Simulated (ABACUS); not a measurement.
Band-structure run of GaAs (part 2 of 2)

GaAs (2 atoms in the cell); Kohn-Sham DFT of a periodic cell, LDA-PW92, GBRV ultrasoft 1.5 LDA, no spin polarisation (ABACUS 3.10.1); cutoff 544.23 eV, 6×6×6 k-mesh, fermi-dirac of 0.05 eV. The structure derives from an entry of the Crystallography Open Database.

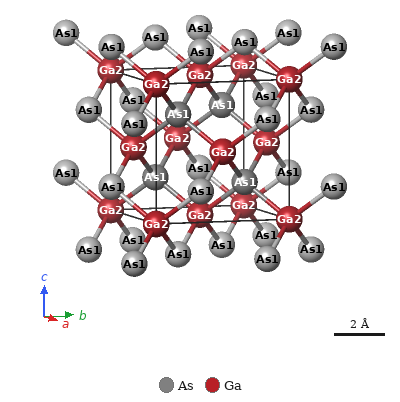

The structure (ball-and-stick view of the cell 4 times as large as that of the calculation, set on its symmetry axes, seen slightly off an axis; neighbours outside the cell are drawn fainter; atoms are numbered from 1 in the order of the input).

Output, continued
```
 PW ALGORITHM --------------- ION=   1  ELEC=   3--------------------------------

 Density error is 0.375544769585
                          Error Threshold = 0.01
----------------------------------------------------------
     Energy           Rydberg                 eV
----------------------------------------------------------
 E_KohnSham     -454.8383249845      -6188.3928885643
 E_Harris       -440.2505867879      -5989.9165281593
 E_Fermi        0.4956574810         6.7437659983
----------------------------------------------------------

 PW ALGORITHM --------------- ION=   1  ELEC=   4--------------------------------

 Density error is 0.0666473235519
                          Error Threshold = 0.00156476987327
----------------------------------------------------------
     Energy           Rydberg                 eV
----------------------------------------------------------
 E_KohnSham     -454.8330460846      -6188.3210654476
 E_Harris       -448.4076815102      -6100.8994955078
 E_Fermi        0.5147185793         7.0031055452
----------------------------------------------------------

 PW ALGORITHM --------------- ION=   1  ELEC=   5--------------------------------

 Density error is 0.00126793554317
                          Error Threshold = 0.000277697181466
----------------------------------------------------------
     Energy           Rydberg                 eV
----------------------------------------------------------
 E_KohnSham     -454.8442843879      -6188.4739704085
 E_Harris       -453.9733309846      -6176.6240414309
 E_Fermi        0.5235417204         7.1231505383
----------------------------------------------------------

 PW ALGORITHM --------------- ION=   1  ELEC=   6--------------------------------

 Density error is 0.000202848246742
                          Error Threshold = 5.2830647632e-06
----------------------------------------------------------
     Energy           Rydberg                 eV
----------------------------------------------------------
 E_KohnSham     -454.8444875443      -6188.4767344927
 E_Harris       -454.5115799775      -6183.9472946766
 E_Fermi        0.5253813253         7.1481796465
----------------------------------------------------------

 PW ALGORITHM --------------- ION=   1  ELEC=   7--------------------------------

 Density error is 2.44543002835e-06
                          Error Threshold = 8.45201028091e-07
----------------------------------------------------------
     Energy           Rydberg                 eV
----------------------------------------------------------
 E_KohnSham     -454.8445239362      -6188.4772296296
 E_Harris       -454.8155612305      -6188.0831718029
 E_Fermi        0.5260439192         7.1571946992
----------------------------------------------------------

 PW ALGORITHM --------------- ION=   1  ELEC=   8--------------------------------

 Density error is 1.44681246643e-06
                          Error Threshold = 1.01892917848e-08
----------------------------------------------------------
     Energy           Rydberg                 eV
----------------------------------------------------------
 E_KohnSham     -454.8445259191      -6188.4772566086
 E_Harris       -454.8714209394      -6188.8431821328
 E_Fermi        0.5261108735         7.1581056592
----------------------------------------------------------

 PW ALGORITHM --------------- ION=   1  ELEC=   9--------------------------------

 Density error is 9.13072182837e-08
                          Error Threshold = 6.02838527679e-09
----------------------------------------------------------
     Energy           Rydberg                 eV
----------------------------------------------------------
 E_KohnSham     -454.8445260498      -6188.4772583864
 E_Harris       -454.8508973670      -6188.5639446043
 E_Fermi        0.5260806043         7.1576938256
----------------------------------------------------------

 PW ALGORITHM --------------- ION=   1  ELEC=  10--------------------------------

 Density error is 9.77052356759e-10
                          Error Threshold = 3.80446742849e-10
----------------------------------------------------------
     Energy           Rydberg                 eV
----------------------------------------------------------
 E_KohnSham     -454.8445260670      -6188.4772586201
 E_KS(sigma->0) -454.8445132995      -6188.4770849100
 E_Harris       -454.8451548044      -6188.4858130313
 E_band         -43.1420558249       -586.9777826530
 E_one_elec     -407.2613562897      -5541.0750207478
 E_Hartree      211.2282005621       2873.9071059312
 E_xc           -78.9035796027       -1073.5382751933
 E_Ewald        -179.9077652018      -2447.7707211901
 E_entropy(-TS) -0.0000255349        -0.0003474201
 E_descf        0.0000000000         0.0000000000
 E_exx          0.0000000000         0.0000000000
 E_Fermi        0.5260740072         7.1576040677
----------------------------------------------------------

 charge density convergence is achieved
 final etot is -6188.4772586 eV
 EFERMI = 7.1576040677 eV

 STATE ENERGY(eV) AND OCCUPATIONS    NSPIN == 1
 1/4 kpoint (Cartesian) = 0.0000 0.0000 0.0000 (1291 pws)
       1       -86.9790     0.00925926
       2       -86.9790     0.00925926
       3       -86.9790     0.00925926
       4       -7.86817     0.00925926
       5       -7.86817     0.00925926
       6       -7.86817     0.00925926
       7       -7.78833     0.00925926
       8       -7.78833     0.00925926
       9       -5.80462     0.00925926
      10        6.98766     0.00895993
      11        6.98766     0.00895993
      12        6.98766     0.00895993
      13        7.26902    0.000900310
      14        10.6648    3.18881e-33
      15        10.6648    3.18881e-33
      16        10.6648    3.18881e-33
      17        14.3555    2.79481e-65
      18        17.1910        0.00000
      19        17.1910        0.00000
      20        18.4774        0.00000
      21        18.4774        0.00000
      22        18.4774        0.00000

 2/4 kpoint (Cartesian) = 0.11785 0.11785 0.11785 (1315 pws)
       1       -86.9793      0.0740741
       2       -86.9793      0.0740741
       3       -86.9793      0.0740741
       4       -7.89085      0.0740741
       5       -7.86223      0.0740741
       6       -7.86223      0.0740741
       7       -7.78852      0.0740741
       8       -7.78852      0.0740741
       9       -5.48385      0.0740741
      10        4.19869      0.0740741
      11        6.60386      0.0740729
      12        6.60386      0.0740729
      13        8.46735    3.11457e-13
      14        11.2147    4.27141e-37
      15        11.2147    4.27141e-37
      16        11.5585    4.40710e-40
      17        15.7551    1.55748e-76
      18        16.0459    4.64038e-79
      19        16.0459    4.64038e-79
      20        17.6946        0.00000
      21        20.9294        0.00000
      22        20.9294        0.00000

 3/4 kpoint (Cartesian) = 0.23570 0.23570 0.23570 (1308 pws)
       1       -86.9793      0.0740741
       2       -86.9793      0.0740741
       3       -86.9791      0.0740741
       4       -7.93031      0.0740741
       5       -7.85233      0.0740741
       6       -7.85233      0.0740741
       7       -7.78662      0.0740741
       8       -7.78662      0.0740741
       9       -4.65588      0.0740741
      10        1.53931      0.0740741
      11        6.05626      0.0740741
      12        6.05626      0.0740741
      13        8.04337    1.49960e-09
      14        11.6332    9.88118e-41
      15        11.6332    9.88118e-41
      16        14.0820    5.30539e-62
      17        15.5825    4.91529e-75
      18        16.6651    1.94292e-84
      19        16.6651    1.94292e-84
      20        20.3205        0.00000
      21        23.5040        0.00000
      22        23.5040        0.00000

 4/4 kpoint (Cartesian) = 0.35355 0.35355 0.35355 (1308 pws)
       1       -86.9793      0.0370370
       2       -86.9793      0.0370370
       3       -86.9791      0.0370370
       4       -7.94804      0.0370370
       5       -7.84870      0.0370370
       6       -7.84870      0.0370370
       7       -7.78432      0.0370370
       8       -7.78432      0.0370370
       9       -4.03830      0.0370370
      10       0.280352      0.0370370
      11        5.84124      0.0370370
      12        5.84124      0.0370370
      13        7.82338    6.10673e-08
      14        11.5721    1.67904e-40
      15        11.5721    1.67904e-40
      16        14.5763    1.35207e-66
      17        17.1988        0.00000
      18        18.8808        0.00000
      19        18.8808        0.00000
      20        19.3419        0.00000
      21        20.1841        0.00000
      22        20.1841        0.00000

------------------------------------------------------------------------------------------
 TOTAL-FORCE (eV/Angstrom)
------------------------------------------------------------------------------------------
                       As1         0.0000000000         0.0000000000         0.0000000000
                       Ga1         0.0000000000         0.0000000000         0.0000000000
------------------------------------------------------------------------------------------

----------------------------------------------------------------
 TOTAL-STRESS (KBAR)
----------------------------------------------------------------
       -20.5878444876         0.0000000000        -0.0000000000
        -0.0000000000       -20.5878444876         0.0000000000
        -0.0000000000        -0.0000000000       -20.5878444876
----------------------------------------------------------------
 TOTAL-PRESSURE: -20.587844 KBAR

 --------------------------------------------
 !FINAL_ETOT_IS -6188.4772586200742808 eV
 --------------------------------------------
```

Standard output
```
ABACUS v3.10.1

               Atomic-orbital Based Ab-initio Computation at UStc

 dft_functional readin is: LDA_X+LDA_C_PW
 dft_functional in pseudopot file is: PZ
 Please make sure this is what you need
 dft_functional readin is: LDA_X+LDA_C_PW
 dft_functional in pseudopot file is: PZ
 Please make sure this is what you need

%%%%%%%%%%%%%%%%%%%%%%%%%%%%%%%%%%%%%%%%%%%%%%%%%%%%%%%%%%%%%%%%%%%%%%%%%%%%%%%%%%%%%%%%%%%%%%%%%%%%%%%%%
 Warning: the number of valence electrons in pseudopotential > 3 for Ga: [Ar] 3d10 4s2 4p1
 Pseudopotentials with additional electrons can yield (more) accurate outcomes, but may be less efficient.
 If you're confident that your chosen pseudopotential is appropriate, you can safely ignore this warning.
%%%%%%%%%%%%%%%%%%%%%%%%%%%%%%%%%%%%%%%%%%%%%%%%%%%%%%%%%%%%%%%%%%%%%%%%%%%%%%%%%%%%%%%%%%%%%%%%%%%%%%%%%

 UNIFORM GRID DIM        : 32 * 32 * 32
 UNIFORM GRID DIM(BIG)   : 45 * 45 * 45
 UNIFORM GRID DIM(DENSE) : 45 * 45 * 45
func,idLDA_X 1
func,idLDA_C_PW 12
 ---------------------------------------------------------
 Self-consistent calculations for electrons
 ---------------------------------------------------------
 SPIN    KPOINTS         PROCESSORS  THREADS
 1       16              4           4
 ---------------------------------------------------------
 Use plane wave basis
 ---------------------------------------------------------
 ELEMENT NATOM       XC
 As      1
 Ga      1
 ---------------------------------------------------------
 Initial plane wave basis and FFT box
 ---------------------------------------------------------
 -------------------------------------------
 SELF-CONSISTENT :
 -------------------------------------------
 START CHARGE      : atomic
 ITER       ETOT/eV          EDIFF/eV         DRHO     TIME/s
 DA1     -6.12801028e+03   0.00000000e+00   7.1754e+00   0.60
 DA2     -6.18176876e+03  -5.37584795e+01   5.2308e+00   0.58
 DA3     -6.18839289e+03  -6.62412411e+00   3.7554e-01   0.55
 DA4     -6.18832107e+03   7.18231167e-02   6.6647e-02   0.53
 DA5     -6.18847397e+03  -1.52904961e-01   1.2679e-03   0.56
 DA6     -6.18847673e+03  -2.76408420e-03   2.0285e-04   0.59
 DA7     -6.18847723e+03  -4.95136871e-04   2.4454e-06   0.56
 DA8     -6.18847726e+03  -2.69790543e-05   1.4468e-06   0.65
 DA9     -6.18847726e+03  -1.77776843e-06   9.1307e-08   0.54
 DA10    -6.18847726e+03  -2.33662554e-07   9.7705e-10   0.60
----------------------------------------------------------------
 TOTAL-STRESS (KBAR)
----------------------------------------------------------------
       -20.5878444876         0.0000000000        -0.0000000000
        -0.0000000000       -20.5878444876         0.0000000000
        -0.0000000000        -0.0000000000       -20.5878444876
----------------------------------------------------------------
 TOTAL-PRESSURE: -20.587844 KBAR
```

The run was set up as follows.

Input file
```
INPUT_PARAMETERS
suffix              GaAs
calculation         scf
basis_type          pw
pseudo_dir          ./
symmetry            1
dft_functional      LDA_X+LDA_C_PW
ecutwfc             40
pseudo_rcut         10
nspin               1
nbands              22
ks_solver           dav
smearing_method     fd
smearing_sigma      0.00367493
scf_thr             1e-08
scf_nmax            100
mixing_type         broyden
mixing_beta         0.7
cal_force           1
cal_stress          1
ecutrho             320
out_chg             1
kpar                4
```

File STRU
```
ATOMIC_SPECIES
As 74.9216 as_lda_v1.uspp.F.UPF
Ga 69.7230 ga_lda_v1.4.uspp.F.UPF

LATTICE_CONSTANT
7.5546896700

LATTICE_VECTORS
0.0000000000 0.7071067812 0.7071067812
0.7071067812 0.0000000000 0.7071067812
0.7071067812 0.7071067812 0.0000000000

ATOMIC_POSITIONS
Cartesian

As
0.0
1
1.0606601718 1.0606601718 1.0606601718 1 1 1

Ga
0.0
1
0.0000000000 0.0000000000 0.0000000000 1 1 1
```

File KPT
```
K_POINTS
0
Gamma
6 6 6 0 0 0
```

Run as:
```bash
OMP_NUM_THREADS=1 mpirun -np 4 abacus > log
```

Key numbers

```tsv
quantity	value
outcome	converged
space group (tolerance 0.01 Å)	F-43m (216)
electrons treated	24
free energy	−6188.4773 eV
Fermi energy of the self-consistent step	7.158 eV
gap on the k-point mesh	0.28 eV
pressure	−2.06 GPa
largest force (length of the vector)	under 0.001 eV/Å
hardware	4 threads of Intel Xeon (Sapphire Rapids), 16 GiB of memory available, shared host
wall time	16 s (CPU time 64 s)
peak memory	0.68 GiB
```
